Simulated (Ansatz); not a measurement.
The compound is Te₂Mo (space group P6_3/mmc, No. 194), taken as a calculation's input that goes back to an entry of the Crystallography Open Database (an earlier step may have relaxed or displaced it).

```xyz
6
Lattice="3.4964 0.0000 0.0000 -1.7482 3.0280 0.0000 0.0000 0.0000 13.7008" Properties=species:S:1:pos:R:3 pbc="T T T"
Te    0.0000    2.0186    8.4581
Te    1.7482    1.0093    1.6077
Te    0.0000    2.0186   12.0932
Te    1.7482    1.0093    5.2428
Mo    0.0000    2.0186    3.4252
Mo    1.7482    1.0093   10.2756
```

Bonds are taken as Mo–Te below 3.1 Å. Atoms with one bond or none are removed and atoms with two bonds are replaced by edges, until no such atom is left.

What net does this leave?

The result is a binodal (3,6)-connected, two-periodic (layers) net: Te is a 3-connected node; Mo is a 6-connected node, in the ratio 2:1. It is the net of the trigonal-prismatic layers of 2H-MoS2. The layers lie parallel to (001).

| node | links | point symbol | coordination sequence |
| --- | --- | --- | --- |
| Te | 3 | 4³ | 3 13 9 24 |
| Mo | 6 | 4³·6¹² | 6 6 18 12 |

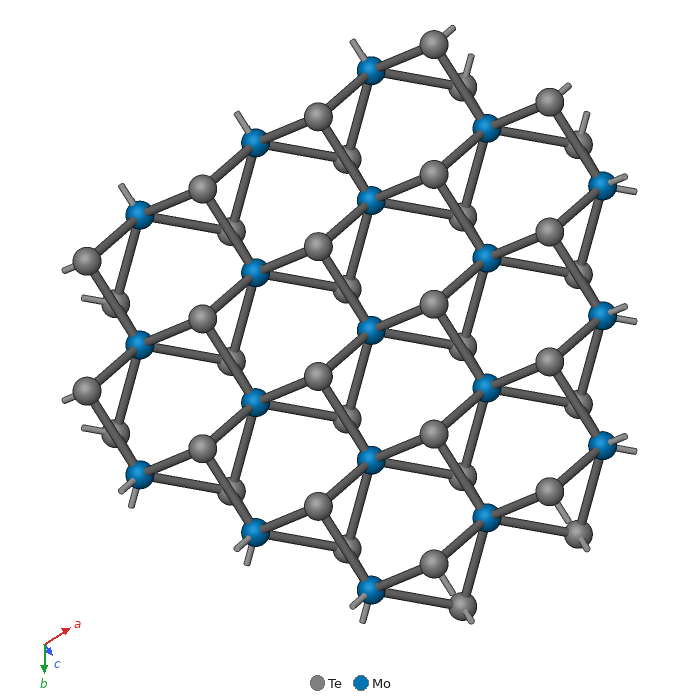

Nodes are coloured by element. One layer is drawn. Short stubs are edges that leave the cut-out.
